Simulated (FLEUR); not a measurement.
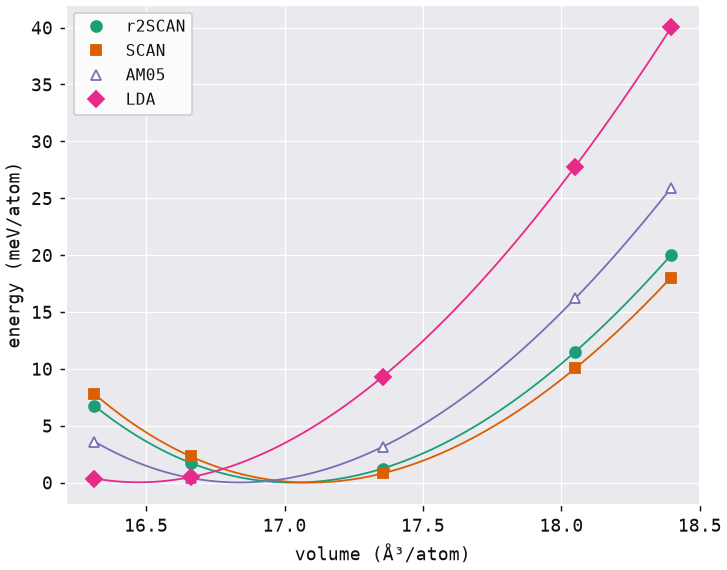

The plot gives the computed energy against volume, with one curve for each functional, for MgSi (space group P4/mmm).

How it was computed, with FLEUR MaX-R8.1 (later development tree): all-electron LAPW DFT, no spin polarisation; energies at scaled volumes of the given cell, shape and fractions fixed, counted from the fit's minimum, third-order Birch-Murnaghan fit. All runs: no spin polarisation.

```csv
setting,value
k mesh,9×9×7
occupations,Fermi–Dirac
smearing width,0.05 eV
potentials,all electron
```

Question: Order the curves by fitted equilibrium volume, smallest first.

Answer: LDA 16.473, AM05 16.838, r2SCAN 17.031, SCAN 17.091 Å³/atom.

Note: shape and atomic fractions are frozen while scaling, which makes layered, chain and framework solids too stiff.
